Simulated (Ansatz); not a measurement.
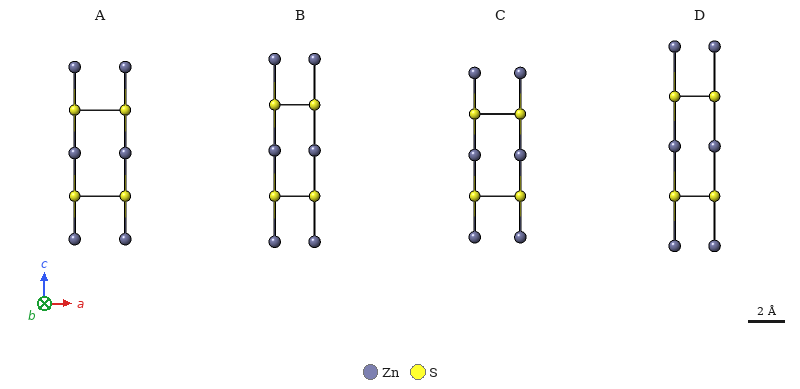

4 geometries from one relaxation of solid ZnS (a generated structure, set up in P6/mmm) (coarse preliminary run), in shuffled order. The picture is a ball-and-stick view of the cell of the calculation, seen along the b axis.

Method: Ansatz 0.2.0, DFT PBE, scalar-relativistic, plane waves, PAW. Settings: plane-wave cutoff 420 eV; k-point mesh 6 × 6 × 4; occupations gaussian; smearing width 0.1 eV; no spin polarisation; cell and atoms relaxed; force threshold 0.04 eV/Å; at most 70 steps.

Put them in the order of the run, from the start to the converged end.

Answer. A, C, B, D. They are steps 0, 2, 5, 11, at +0.501 eV per cell of the calculation, +0.310 eV per cell of the calculation, +83.0 meV per cell of the calculation relative to the last. The atoms keep their places relative to the cell (all moves are under 0.005 Å). The drawn cell changes as follows: a = b 3.323 → 2.618 Å (−21.2 %), c 4.897 → 5.671 Å (+15.8 %); the volume changes by −28.2 %. Near-neighbour distances that change, for instance: S–S 3.323 → 2.618 Å, S–Zn 2.448 → 2.836 Å. The space group stays P6/mmm (No. 191). The energy falls by 0.501 eV per cell of the calculation in 9 accepted moves (11 points after the start). All forces vanish by symmetry, so only the cell relaxes. Pressure: −5.55 GPa at the start and 0.01 GPa at the end. The SCF was repeated twice at an unchanged geometry on a basis and grid sized afresh for the cell, which shifted the energy by 1.6 meV per cell of the calculation at most.
